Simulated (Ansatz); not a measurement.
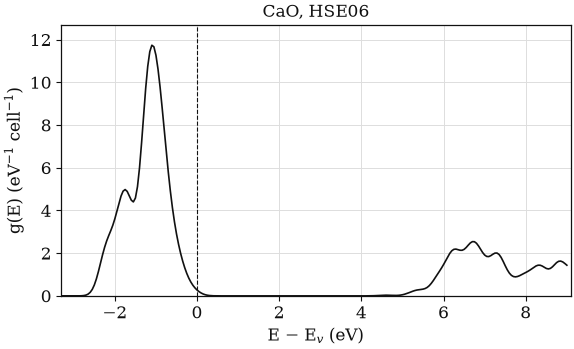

Density of states. Energies are counted from the top of the valence band. The curve is built from the levels of the k mesh with Gaussians 0.4 eV wide, which also blur the band edges.

System: CaO, space group P6_3/mmc (No. 194), 4 atoms in the cell, wurtzite type, uniaxial (z) strain −1.9%.

```
Ca O
1.0
     3.98084    0.00000    0.00000
    -1.99042    3.44751    0.00000
     0.00000    0.00000    4.68124
Ca O
2 2
Cartesian
  0.0000 2.2983 -0.2926
  1.9904 1.1492 2.0480
  0.0000 2.2983 2.0480
  1.9904 1.1492 4.3887
```

Level of theory: DFT, HSE06, plane waves, PAW, no spin polarisation, 6×6×4 k mesh, 420 eV cutoff; code Ansatz 0.2.0.

Is there a gap at the Fermi level, and how wide?

There is a gap; over the k points computed it is 4.60 eV (direct among those points).

How wide is the upper valence band?

The upper group of valence states starts about 2.3 eV under the valence-band top, with a gap beneath it; it holds about 12 electrons a cell.

Where is the tallest peak of the filled states in the window?

Within the window shown, the tallest peak of the filled states lies 1.1 eV under the valence-band top, at about 12 states per eV and cell.
